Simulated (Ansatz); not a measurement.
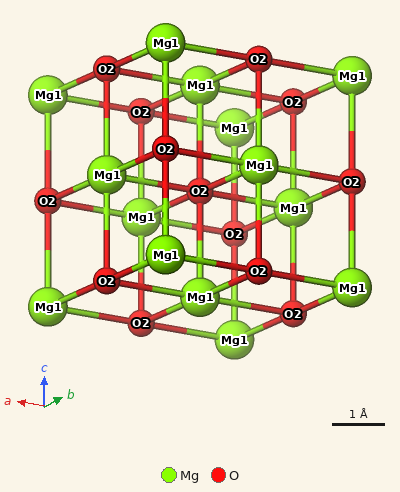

*The structure as given in the input (ball-and-stick view of the cell 4 times as large as that of the calculation, set on its symmetry axes, seen at an oblique angle; atoms are numbered from 1 in the order of the input). An atom can appear more than once, as a periodic image.*

**Single-point calculation, with input and output: MgO (charge −6)**

- system: MgO (Fm-3m, 2 atoms in the cell, total charge −6)
- method: DFT, PBE, plane waves, PAW, no spin polarisation (Ansatz 0.2.0)

The structure derives from an entry of the Crystallography Open Database. Some settings of this run were made unusual or wrong on purpose. Figures and captions count atoms from 1; the log counts them from 0 in places.

### What the program printed
```
Engine: ansatz 0.2.0, aarch64-unknown-linux-gnu
Pseudopotentials: kind: paw
Pseudopotential: Mg, paw, valence charge 10, recommended cutoff 420 eV (normal), Mg.paw.azcp
Pseudopotential: O, paw, valence charge 6, recommended cutoff 420 eV (normal), O.paw.azcp
Functional definition: PBE
  parameter kappa = 0.804
  parameter beta = 0.06672455060314922
  exchange = pbe_x(kappa = kappa, mu = beta*pi^2/3)
  correlation = pbe_c(beta = beta)
Crystal: 2 atoms, lattice volume = 19.468 Å³
Basis set: ecut = 420 eV, 339 PW (Γ), exchange–correlation on 48×48×48 points (8 copies of the dense FFT grid, shifted against one another)
Bands: 15, of which v1, the nominal top of the filled ones, is band 11 counted from 1 (10 counted from 0)
Symmetry: 48 space group operations
Space group: Fm-3m (ITA 225), of the structure as read, at distance tolerance 2.7e-5 Å
k-points: 47 of 1000
Non-local potential: Mg, projectors of the file, l = 0: 3, l = 1: 2, l = 2: 1
Non-local potential: O, projectors of the file, l = 0: 2, l = 1: 2, l = 2: 1
PAW form: soft (Blöchl's): semilocal exchange-correlation on the pseudo side does not see the compensation charge
PAW one-centre angular grid: Mg, 110 points (default); XC on 64 Gauss nodes
PAW one-centre angular grid: O, 110 points (default); XC on 64 Gauss nodes
Initial density: superposition of atomic densities (neutral atoms scaled as one to the charged cell's electrons: chi_scale 0, normalization atom), corrected by the library's trained network
Initial wavefunctions: pseudopotential atomic-orbital guess
Functional: x = pbe(κ = 0.804, μ = 0.2195149727645171), c = pbe(β = 0.06672455060314922)
SCF iter   1: F=—  HF=-2499.381942 eV  |F-HF|=—  |Δ(HF+E_count)|=         —  Δρ=1.55e0  dr2=2.71e2  ethr=1.77e-3  ⟨swp⟩=5.2  Hψ=3435  notcnv=0
preconditioner: auto → none  [metal: Δε(μ)=0.030 eV  Ē_g=18.383 eV  σ=0.050 eV  W_gap=0.30  n_scr=8 (ndim 8)  ℏωp=37.6 eV  f_vac=0.000  D(μ)=2.75/eV (n_scr^D=50)  sad-step TF]
SCF iter   2: F=—  HF=-2435.091540 eV  |F-HF|=—  |Δ(HF+E_count)|=    6.43e1  Δρ=8.40e-1  dr2=9.15e1  ethr=1.77e-3  ⟨swp⟩=4.0  Hψ=2930  notcnv=0  defer=8
SCF iter   3: F=—  HF=-2394.912599 eV  |F-HF|=—  |Δ(HF+E_count)|=    4.02e1  Δρ=2.47e-1  dr2=6.91e0  ethr=1.77e-3  ⟨swp⟩=4.5  Hψ=3015  notcnv=0  defer=3
SCF iter   4: F=—  HF=-2390.924742 eV  |F-HF|=—  |Δ(HF+E_count)|=    3.99e0  Δρ=7.30e-2  dr2=5.56e-1  ethr=1.77e-3  ⟨swp⟩=4.7  Hψ=2222  notcnv=0  defer=4
SCF iter   5: F=—  HF=-2390.822813 eV  |F-HF|=—  |Δ(HF+E_count)|=   1.02e-1  Δρ=3.24e-2  dr2=1.01e-1  ethr=1.77e-3  ⟨swp⟩=2.3  Hψ=1424  notcnv=0  defer=3
SCF iter   6: F=—  HF=-2390.772256 eV  |F-HF|=—  |Δ(HF+E_count)|=   5.06e-2  Δρ=1.98e-3  dr2=4.03e-4  ethr=4.60e-4  ⟨swp⟩=3.0  Hψ=1604  notcnv=0  defer=1
SCF iter   7: F=—  HF=-2390.772184 eV  |F-HF|=—  |Δ(HF+E_count)|=   7.19e-5  Δρ=2.58e-4  dr2=7.29e-6  ethr=1.83e-6  ⟨swp⟩=2.0  Hψ=1237  notcnv=0  defer=1
SCF iter   8: F=—  HF=-2390.772181 eV  |F-HF|=—  |Δ(HF+E_count)|=   3.56e-6  Δρ=3.47e-6  dr2=1.02e-9  ethr=4.55e-10  ⟨swp⟩=3.1  Hψ=2953  notcnv=0
SCF iter   9: F=-2390.772181 eV  HF=-2390.772181 eV  |F-HF|=4.55e-12  |Δ(HF+E_count)|=  1.70e-10  Δρ=3.11e-7  dr2=7.48e-12  ethr=4.63e-12  ⟨swp⟩=1.5  Hψ=2100  notcnv=0
SCF 1 converged in 9 iterations: F = -2390.772181 eV  dr2 = 7.48e-12
  greatest PAW one-centre occupation: 1.005 electrons in one spin orbital (limit 2), on the Mg atom at site 0 (counted from 0), in its partial waves of l = 1
```

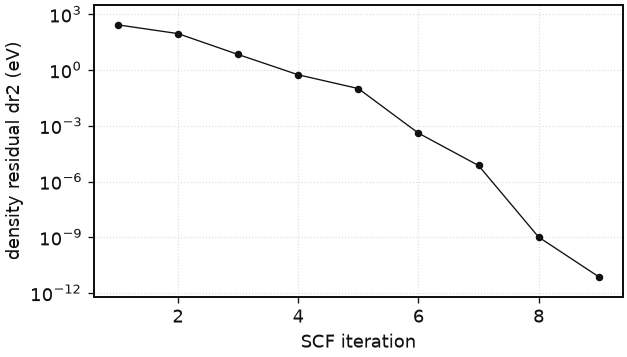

*Convergence of the self-consistent field: density residual dr2 against the SCF iteration.*

The residual falls at every step.

```
SCF converged after 9 iterations
Free energy (F): -2390.772181 eV
Harris-Foulkes:  -2390.772181 eV  (|F-HF|=4.55e-12)
Internal energy: -2390.770759 eV  (E = F + TS)
E sigma→0 (E₀):  -2390.771470 eV
Entropy (-TS):   -0.001422 eV (-0.711 meV/atom)
Fermi energy:    20.046315 eV
--- Per-component energies (eV) ---
  E_band       = -218.763525
  E_kinetic    = 389.429317
  E_local      = -1610.187694  (includes V_loc(G=0)·N_el)
  E_nonlocal   = 171.649179
  E_hartree    = 558.830072
  E_xc         = -175.080533
  E_vxc        = -226.657478  (∫ρ·V_xc dr)
  E_paw        = -453.631063  (= ΣΔE_a)
  E_vpaw       = -60.659862  (= ΣTr[D̂ρ^β])
  E_aug_tail   = 0.002889  (compensation charges beyond the density's cutoff)
  E_ewald      = -1271.782925
  E_smearing   = -0.001422  (= −TS)
  E_closure    = -0.000000  (closes the sum)
  E_deformation_potential = -105.669361  (in the stress; not in F)
  Σ components = -2390.772181   (vs F -2390.772181, Δ=0.00e0)
--- Forces (eV/Å), atoms counted from 1 ---
  atom   1  Mg    -0.00000000     0.00000000    -0.00000000
  atom   2  O      0.00000000    -0.00000000     0.00000000
  max |Σ_I F_I| component: 2.48e-29 eV/Å
--- Stress (GPa, compression-positive) ---
      125.198868       0.000000       0.000000
        0.000000     125.198868       0.000000
        0.000000       0.000000     125.198868
  P = ⅓ Tr σ = 125.1989 GPa (1251.989 kbar)
```

This output came from the following input.

### Input
```yaml
crystal:
  lattice:
    - [0.0, 2.135149143, 2.135149143]
    - [2.135149143, 0.0, 2.135149143]
    - [2.135149143, 2.135149143, 0.0]
  atoms:
    - { symbol: Mg, position: [0.0, 0.0, 0.0] }
    - { symbol: O, position: [0.5, 0.5, 0.5] }
basis:
  ecutwfc: 420
  ecutrho_ratio: 4
kpoints:
  mp_grid: { grid: [10, 10, 10] }
hamiltonian:
  xc: pbe
scf:
  occupations: { method: gaussian, width: 0.05 }
  max_iter: 100
output:
  forces: true
  stress: true
total_charge: -6
```

Launch command:
```bash
ansatz run input.yaml --threads 4 --pin off --max-ram 8192MiB --backend cpu --events-out ev --progress --plain --runs-dir out
```

### Outcome

| quantity | value |
| --- | --- |
| outcome | converged |
| space group (tolerance 0.01 Å) | Fm-3m (225) |
| electrons treated | 22 |
| free energy | −2390.7722 eV |
| Fermi energy | 20.046 eV |
| pressure | 125.20 GPa |
| largest force (length of the vector) | under 0.001 eV/Å |
| hardware | 4 threads of Arm Neoverse V1, 24 GiB of memory available, shared host |
| wall time | 0.61 s (CPU time 1.8 s) |
| peak memory | 0.26 GiB |

### Diagnosis

This input holds a deliberate fault: a charge that the system can't hold (`total_charge`). The cell cannot bind or give up so many electrons; the background charge dominates. The run converged all the same; its numbers are those of the faulty input and shouldn't be used. The cell is charged and computed with a neutralising background, so its energy and pressure depend on the cell and aren't those of a real crystal.
